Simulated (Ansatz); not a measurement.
## Single-point calculation, with input and output: MnS (part 2 of 2)

The same run, continued: MnS (P6₃mc, 8 atoms in the cell); DFT PBE+U, scalar-relativistic, plane waves, PAW, Ueff = 5 eV on Mn atom 1 d; Ueff = 5 eV on Mn atom 2 d; Ueff = 5 eV on Mn atom 5 d; Ueff = 5 eV on Mn atom 6 d, spin-polarised (Ansatz 0.2.0); cutoff 420 eV, 6×6×3 k-mesh, Gaussian smearing of 0.05 eV, collinear spins. The structure derives from a Materials Project entry. It belongs to a series of runs on one base structure; here: natural orbitals of the symmetric run, filled by rank.

Geometry of the input (Å; fractional positions):
```
3.9536  0.0000  0.0000
-3.9536  6.8478  0.0000
0.0000  0.0000  6.3425
Mn 0.3333  0.3333  0.9988
Mn 0.6667  0.1667  0.4989
S  0.6667  0.1667  0.1262
S  0.3333  0.3333  0.6261
Mn 0.3333  0.8333  0.9988
Mn 0.6667  0.6667  0.4989
S  0.6667  0.6667  0.1262
S  0.3333  0.8333  0.6261
```

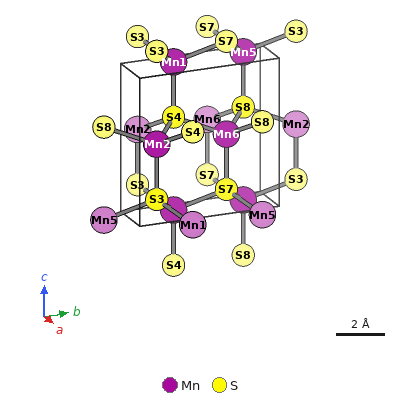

Fig. 1: The structure as given in the input (ball-and-stick view of the cell of the calculation, seen slightly off an axis; neighbours outside the cell are drawn fainter; atoms are numbered from 1 in the order of the input).

**Output, continued**
```
--- Specified on-site occupations, and those of the state reported ---
  electrons in the specified blocks: 19.8000 specified, 21.8191 found
  site 0 (l=d) ↓: largest change of an orbital's occupation 0.1543; electrons 0.1000 specified, 0.5606 found; spectral distance 0.2348
  site 1 (l=d) ↓: largest change of an orbital's occupation 0.1543; electrons 0.1000 specified, 0.5606 found; spectral distance 0.2348
  site 5 (l=d) ↑: largest change of an orbital's occupation 0.1543; electrons 0.1000 specified, 0.5606 found; spectral distance 0.2348
  site 4 (l=d) ↑: largest change of an orbital's occupation 0.1543; electrons 0.1000 specified, 0.5606 found; spectral distance 0.2348
  site 0 (l=d) ↑: largest change of an orbital's occupation 0.0195; electrons 4.8500 specified, 4.8942 found; spectral distance 0.0287
  site 1 (l=d) ↑: largest change of an orbital's occupation 0.0195; electrons 4.8500 specified, 4.8942 found; spectral distance 0.0287
  site 4 (l=d) ↓: largest change of an orbital's occupation 0.0195; electrons 4.8500 specified, 4.8942 found; spectral distance 0.0287
  site 5 (l=d) ↓: largest change of an orbital's occupation 0.0195; electrons 4.8500 specified, 4.8942 found; spectral distance 0.0287
--- Forces (eV/Å), atoms counted from 1 ---
  atom   1  Mn     0.00000000     0.37262710     0.34142897
  atom   2  Mn     0.00000000    -0.37262710     0.34142897
  atom   3  S      0.00000000    -0.32178698    -0.34144091
  atom   4  S      0.00000000     0.32178698    -0.34144091
  atom   5  Mn     0.00000000     0.37262710     0.34142897
  atom   6  Mn     0.00000000    -0.37262710     0.34142897
  atom   7  S      0.00000000    -0.32178698    -0.34144091
  atom   8  S      0.00000000     0.32178698    -0.34144091
  max |Σ_I F_I| component: 4.78e-5 eV/Å
--- Stress (GPa, compression-positive) ---
       -0.208326       0.000000       0.000000
        0.000000      -4.266122       0.000000
        0.000000       0.000000       1.931897
  P = ⅓ Tr σ = -0.8475 GPa (-8.475 kbar)
--- Band table (eV; the first three rows and the last of 64) ---
  k-point 0 ↑: bands = ["-74.0171", "-74.0169", "-69.5242", "-69.5240", "-42.8034", "-42.8026", "-42.7897", "-42.7873", "-42.7199", "-42.7196", "-38.3790", "-38.3781", "-38.3647", "-38.3635", "-38.3546", "-38.3517", "-6.2138", "-5.5294", "-5.4968", "-5.2795", "2.0345", "2.3705", "2.5389", "3.0628", "3.1396", "3.1739", "3.3238", "3.5033", "3.5370", "4.0464", "4.0798", "4.1318", "4.6381", "4.9336", "4.9544", "5.1298", "5.2533", "6.1244", "6.2803", "6.4555", "6.7733", "7.4071", "8.3280", "8.7302", "8.7621", "8.8520", "9.0723", "9.2714", "9.4658", "9.5684", "9.8840", "10.1005", "10.3958", "11.0330", "12.0374", "12.1959", "12.8352", "13.8601", "14.0311", "14.3654", "14.6428", "14.6985", "15.1453"]
  k-point 1 ↑: bands = ["-74.0170", "-74.0170", "-69.5242", "-69.5241", "-42.8032", "-42.8028", "-42.7891", "-42.7879", "-42.7198", "-42.7197", "-38.3787", "-38.3783", "-38.3644", "-38.3638", "-38.3539", "-38.3525", "-6.0475", "-5.6889", "-5.4626", "-5.3385", "2.0274", "2.2020", "2.4241", "2.9280", "3.1098", "3.2377", "3.3419", "3.4546", "3.6921", "4.0309", "4.0640", "4.1033", "4.8031", "4.9602", "4.9630", "5.0012", "5.7506", "6.0992", "6.4604", "6.5483", "6.8288", "7.1127", "8.6173", "8.6970", "8.9140", "8.9334", "9.0712", "9.2327", "9.6105", "9.6791", "9.6923", "10.1255", "10.5333", "10.9766", "11.4944", "12.0194", "13.4894", "13.5453", "14.0350", "14.0532", "14.1877", "14.6301", "14.6588"]
  k-point 2 ↑: bands = ["-74.0171", "-74.0169", "-69.5242", "-69.5240", "-42.8034", "-42.8026", "-42.7897", "-42.7873", "-42.7199", "-42.7196", "-38.3790", "-38.3781", "-38.3647", "-38.3635", "-38.3546", "-38.3517", "-6.1796", "-5.5948", "-5.4780", "-5.2759", "2.0857", "2.4266", "2.6056", "3.0624", "3.0874", "3.1519", "3.3253", "3.4216", "3.5219", "4.0357", "4.0434", "4.1498", "4.6361", "4.9290", "4.9538", "5.1167", "5.2653", "6.0378", "6.2636", "6.4704", "6.8672", "7.4149", "8.3237", "8.5881", "8.8596", "8.8990", "9.0775", "9.2891", "9.4490", "9.5582", "9.9951", "10.0978", "10.3743", "11.2346", "11.9513", "12.2613", "12.9087", "13.7874", "13.9277", "14.4309", "14.5803", "14.7152", "14.9949"]
  k-point 31 ↓: bands = ["-74.0169", "-74.0169", "-69.5240", "-69.5240", "-42.8048", "-42.8048", "-42.7883", "-42.7883", "-42.7196", "-42.7196", "-38.3784", "-38.3784", "-38.3667", "-38.3667", "-38.3529", "-38.3529", "-5.5021", "-5.5021", "-5.3248", "-5.3248", "2.1662", "2.1662", "2.6413", "2.6413", "3.1010", "3.1010", "3.3020", "3.3020", "3.5086", "3.5086", "4.1779", "4.1779", "4.9393", "4.9393", "5.0549", "5.0549", "5.2717", "5.2717", "5.7498", "5.7498", "6.3982", "6.3982", "8.4207", "8.4207", "8.6651", "8.6651", "8.9845", "8.9845", "9.2007", "9.2007", "9.5457", "9.5457", "12.0850", "12.0850", "12.9743", "12.9743", "13.5262", "13.5262", "14.0168", "14.0168", "14.2591", "14.2591", "14.9879"]
Occupation matrices written to [file]
--- Löwdin populations: 8 sites ---
  site symbol       q [e]    m [muB]
     0     Mn     14.0281     4.3607
     1     Mn     14.0281     4.3607
     2      S      6.8128     0.1351
     3      S      6.8128     0.1351
     4     Mn     14.0281    -4.3607
     5     Mn     14.0281    -4.3607
     6      S      6.8128    -0.1351
     7      S      6.8128    -0.1351
  spilling = 0.007577 (of n_electrons = 84.000000)
--- Occupation matrices: 4 shells (run DFT+U table (all-electron-ortho-atomic); ε = 2.07e-3) ---
  Mn0 d_3D: site group C3v (3m); on the run's cell Cs (m)
  Mn0 d_3D up     Tr n = 4.8942  λ = 0.965 0.973 0.978 0.989 0.990  [x2-y2 0.60 (T2 1.00) E(1.00)/A'(1.00) | z2 0.96 (T2 0.96) A1(0.96)/A'(1.00) | xy 0.75 (T2 0.99) E(1.00)/A''(1.00) | 2× xz 0.37 (E 0.98) E(0.98)/A'(0.50)]
  Mn0 d_3D dn     Tr n = 0.5606  λ = 0.053 0.053 0.131 0.150 0.174  [2× xz 0.37 (E 0.98) E(0.98)/A'(0.50) | xy 0.73 (T2 0.99) E(1.00)/A''(1.00) | z2 0.91 (T2 0.96) A1(0.91)/A'(1.00) | x2-y2 0.62 (T2 1.00) E(0.94)/A'(1.00)]
  specified occupation → Mn0 d_3D up: matrix, ‖Δ‖_F = 0.0287, Tr Δ = -0.0442, displaced = 0.0272, d_λ = 0.0287; orbital distance = 0.0000
  specified occupation → Mn0 d_3D dn: matrix, ‖Δ‖_F = 0.2348, Tr Δ = -0.4606, displaced = 0.2303, d_λ = 0.2348; orbital distance = 0.0000
  Mn1 d_3D: site group C3v (3m); on the run's cell Cs (m)
  Mn1 d_3D up     Tr n = 4.8942  λ = 0.965 0.973 0.978 0.989 0.990  [x2-y2 0.60 (T2 1.00) E(1.00)/A'(1.00) | z2 0.96 (T2 0.96) A1(0.96)/A'(1.00) | xy 0.75 (T2 0.99) E(1.00)/A''(1.00) | 2× xz 0.37 (E 0.98) E(0.98)/A'(0.50)]
  Mn1 d_3D dn     Tr n = 0.5606  λ = 0.053 0.053 0.131 0.150 0.174  [2× xz 0.37 (E 0.98) E(0.98)/A'(0.50) | xy 0.73 (T2 0.99) E(1.00)/A''(1.00) | z2 0.91 (T2 0.96) A1(0.91)/A'(1.00) | x2-y2 0.62 (T2 1.00) E(0.94)/A'(1.00)]
  specified occupation → Mn1 d_3D up: matrix, ‖Δ‖_F = 0.0287, Tr Δ = -0.0442, displaced = 0.0272, d_λ = 0.0287; orbital distance = 0.0000
  specified occupation → Mn1 d_3D dn: matrix, ‖Δ‖_F = 0.2348, Tr Δ = -0.4606, displaced = 0.2303, d_λ = 0.2348; orbital distance = 0.0000
  Mn4 d_3D: site group C3v (3m); on the run's cell Cs (m)
  Mn4 d_3D up     Tr n = 0.5606  λ = 0.053 0.053 0.131 0.150 0.174  [2× xz 0.37 (E 0.98) E(0.98)/A'(0.50) | xy 0.73 (T2 0.99) E(1.00)/A''(1.00) | z2 0.91 (T2 0.96) A1(0.91)/A'(1.00) | x2-y2 0.62 (T2 1.00) E(0.94)/A'(1.00)]
  Mn4 d_3D dn     Tr n = 4.8942  λ = 0.965 0.973 0.978 0.989 0.990  [x2-y2 0.60 (T2 1.00) E(1.00)/A'(1.00) | z2 0.96 (T2 0.96) A1(0.96)/A'(1.00) | xy 0.75 (T2 0.99) E(1.00)/A''(1.00) | 2× xz 0.37 (E 0.98) E(0.98)/A'(0.50)]
  specified occupation → Mn4 d_3D up: matrix, ‖Δ‖_F = 0.2348, Tr Δ = -0.4606, displaced = 0.2303, d_λ = 0.2348; orbital distance = 0.0000
  specified occupation → Mn4 d_3D dn: matrix, ‖Δ‖_F = 0.0287, Tr Δ = -0.0442, displaced = 0.0272, d_λ = 0.0287; orbital distance = 0.0000
  Mn5 d_3D: site group C3v (3m); on the run's cell Cs (m)
  Mn5 d_3D up     Tr n = 0.5606  λ = 0.053 0.053 0.131 0.150 0.174  [2× xz 0.37 (E 0.98) E(0.98)/A'(0.50) | xy 0.73 (T2 0.99) E(1.00)/A''(1.00) | z2 0.91 (T2 0.96) A1(0.91)/A'(1.00) | x2-y2 0.62 (T2 1.00) E(0.94)/A'(1.00)]
  Mn5 d_3D dn     Tr n = 4.8942  λ = 0.965 0.973 0.978 0.989 0.990  [x2-y2 0.60 (T2 1.00) E(1.00)/A'(1.00) | z2 0.96 (T2 0.96) A1(0.96)/A'(1.00) | xy 0.75 (T2 0.99) E(1.00)/A''(1.00) | 2× xz 0.37 (E 0.98) E(0.98)/A'(0.50)]
  specified occupation → Mn5 d_3D up: matrix, ‖Δ‖_F = 0.2348, Tr Δ = -0.4606, displaced = 0.2303, d_λ = 0.2348; orbital distance = 0.0000
  specified occupation → Mn5 d_3D dn: matrix, ‖Δ‖_F = 0.0287, Tr Δ = -0.0442, displaced = 0.0272, d_λ = 0.0287; orbital distance = 0.0000
  Tr n, λ and their labels are of the run-group-symmetrised matrices; stabiliser: 8 of 16 elements of G0×{1,Θ} (closed), max defect 1.1e-15 at τ = 4.4e-4
```

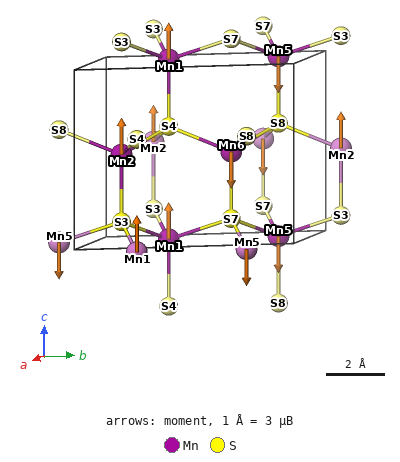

Fig. 2: Magnetic moments of the sites as orange arrows (ball-and-stick view of the cell of the calculation, seen slightly off an axis; neighbours outside the cell are drawn fainter; atoms are numbered from 1 in the order of the input); small moments hardly show. The run is collinear, so the axis drawn is arbitrary. Site moments: Mn1 (3.94 μB); Mn5 (−3.94 μB); Mn2 (3.94 μB); Mn6 (−3.94 μB); S3, S4 (0.06 μB); S7, S8 (−0.06 μB). They are counted near the atoms and needn't add up to the moment of the cell.

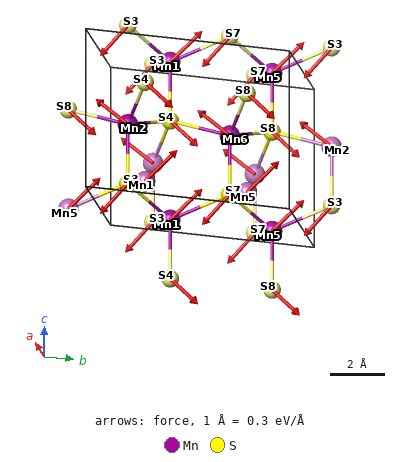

Fig. 3: Forces on the atoms as red arrows (ball-and-stick view of the cell of the calculation, seen at an oblique angle; neighbours outside the cell are drawn fainter; atoms are numbered from 1 in the order of the input). The largest act on all 4 Mn atoms (0.51 eV/Å); all 4 S atoms (0.47 eV/Å). The geometry is not a stationary point of this energy.

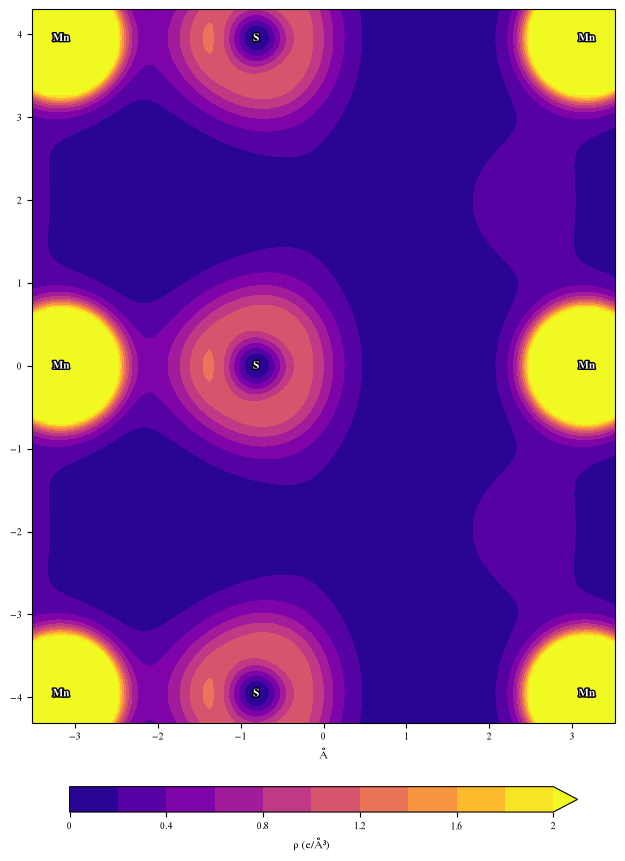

Fig. 4: Valence pseudo-density on the (110) plane of the conventional cell of the magnetic structure. The plane passes through Mn and S nuclei. Mn–S (2.36 Å): ρ at the midpoint is about 0.51 e/Å³. Away from the nuclei the density in this plane falls to 0.03 e/Å³ at its lowest. The fields are those of the smooth PAW valence density.

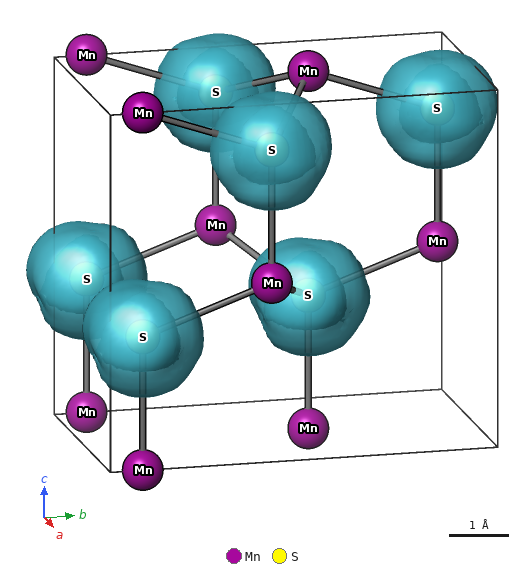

Fig. 5: Isosurface of the ELF at 0.8 (cyan), seen slightly off an axis. Core shells and regions of very low density are left out. Sticks mark near contacts. The outline is the cell set on symmetry axes of the magnetic structure. Values along the shortest contacts: Mn–S (2.36 Å): the ELF is about 0.50 at the midpoint. Mn–S (2.42 Å): the ELF is about 0.50 at the midpoint.

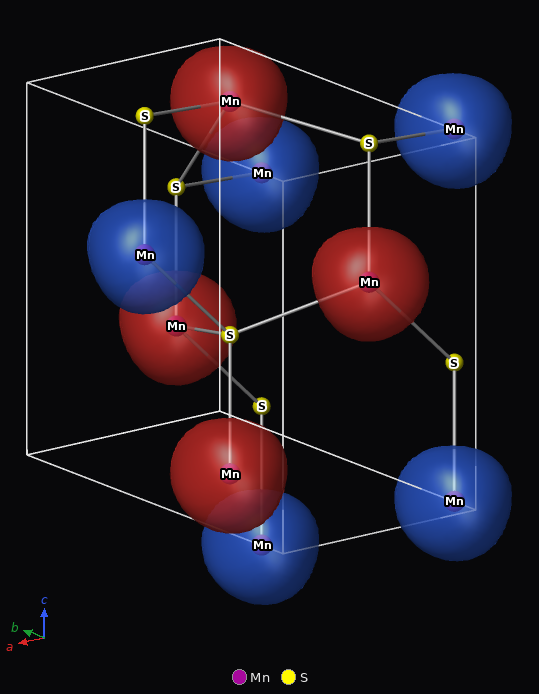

Fig. 6: Isosurfaces of the magnetisation density (up minus down) at +0.2 (blue) and −0.2 e/Å³ (red), seen at an oblique angle. Sticks mark near contacts. The outline is the cell set on symmetry axes of the magnetic structure. The cell of the calculation (8 atoms) carries 0.0 μB net.
